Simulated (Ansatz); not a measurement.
Consider Si31Ni (cell with a defect).

Input file:

```
crystal:
  lattice:
    - [-5.433834161, 5.433834161, 5.433834161]
    - [5.433834161, -5.433834161, 5.433834161]
    - [5.433834161, 5.433834161, -5.433834161]
  atoms:
    - { symbol: Ni, position: [0.25, 0.5, 0.0], spin: 2.0 }
    - { symbol: Si, position: [0.25, 0.75, 0.75] }
    - { symbol: Si, position: [0.25, 0.0, 0.5] }
    - { symbol: Si, position: [0.5, 0.25, 0.0] }
    - { symbol: Si, position: [0.25, 0.25, 0.25] }
    - { symbol: Si, position: [0.5, 0.5, 0.75] }
    - { symbol: Si, position: [0.5, 0.75, 0.5] }
    - { symbol: Si, position: [0.75, 0.0, 0.0] }
    - { symbol: Si, position: [0.5, 0.0, 0.25] }
    - { symbol: Si, position: [0.75, 0.25, 0.75] }
    - { symbol: Si, position: [0.75, 0.5, 0.5] }
    - { symbol: Si, position: [0.0, 0.75, 0.0] }
    - { symbol: Si, position: [0.75, 0.75, 0.25] }
    - { symbol: Si, position: [0.0, 0.0, 0.75] }
    - { symbol: Si, position: [0.0, 0.25, 0.5] }
    - { symbol: Si, position: [0.0, 0.5, 0.25] }
    - { symbol: Si, position: [0.0, 0.25, 0.75] }
    - { symbol: Si, position: [0.0, 0.5, 0.5] }
    - { symbol: Si, position: [0.0, 0.75, 0.25] }
    - { symbol: Si, position: [0.25, 0.0, 0.75] }
    - { symbol: Si, position: [0.0, 0.0, 0.0] }
    - { symbol: Si, position: [0.25, 0.25, 0.5] }
    - { symbol: Si, position: [0.25, 0.5, 0.25] }
    - { symbol: Si, position: [0.5, 0.75, 0.75] }
    - { symbol: Si, position: [0.25, 0.75, 0.0] }
    - { symbol: Si, position: [0.5, 0.0, 0.5] }
    - { symbol: Si, position: [0.5, 0.25, 0.25] }
    - { symbol: Si, position: [0.75, 0.5, 0.75] }
    - { symbol: Si, position: [0.5, 0.5, 0.0] }
    - { symbol: Si, position: [0.75, 0.75, 0.5] }
    - { symbol: Si, position: [0.75, 0.0, 0.25] }
    - { symbol: Si, position: [0.75, 0.25, 0.0] }
  host:
    lattice:
      - [0.0, 2.7169170805, 2.7169170805]
      - [2.7169170805, 0.0, 2.7169170805]
      - [2.7169170805, 2.7169170805, 0.0]
    atoms:
      - { symbol: Si, position: [0.25, 0.25, 0.25] }
      - { symbol: Si, position: [0.0, 0.0, 0.0] }
basis:
  ecutwfc: 420
  xc_grid: 2
kpoints:
  mp_grid: { grid: [3, 3, 3], shift: [0.0, 0.0, 0.0] }
hamiltonian:
  xc: pbesol
scf:
  occupations: { method: gaussian, width: 0.02 }
output:
  forces: true
  stress: false
  eigenvalues: true
  populations: true
  charged_corrections:
    defect_position: [0.25, 0.5, 0.0]
    epsilon: [[13.2922, 0.0, 0.0], [0.0, 13.2922, 0.0], [0.0, 0.0, 13.2922]]
  write_density: true
  write_potential: true
  elf: true
  volumetric_format: npy
magnetization:
  spin_polarized: true
relax:
  adjacent_minimum: "off"
  f_tol: 0.025
  max_steps: 45
```

Command:

```sh
ansatz run input.yaml --threads 4 --pin off --max-ram 6144MiB --backend cpu --events-out ev --progress --plain --runs-dir out
```

The fields are those of the relaxed geometry.

Spin-polarised.

These are results of DFT PBEsol, scalar-relativistic, plane waves, PAW (Ansatz 0.2.0), not measurements.

Predict the valence pseudo-density and electron localisation function between the atoms.

Si–Ni (2.24 Å): ρ at the midpoint is about 0.57 e/Å³; the ELF peaks at about 0.85 in the valence shell of Si, 0.8 Å from its nucleus, and is about 0.60 at the midpoint.
Si–Si (2.36 Å): ρ is about 0.55 e/Å³ halfway; the ELF peaks at about 0.95 between the atoms.

Does the calculation make it a metal, or give it a gap?

It is metallic or semimetallic at this level of theory: no gap opens.

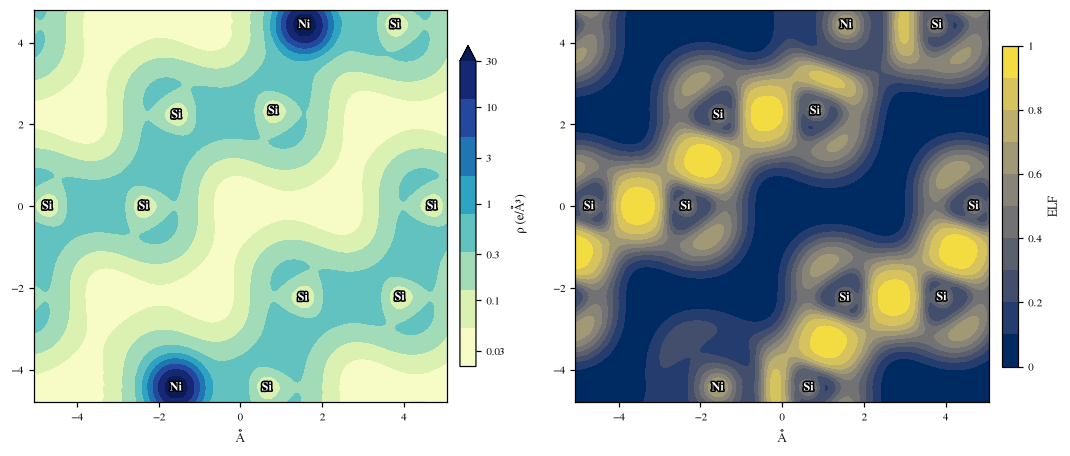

Computed valence pseudo-density and electron localisation function on the (011̄) plane of the calculation cell, in this order. 

Core electrons are frozen (PAW), and the valence fields are smoothed inside the atomic spheres.
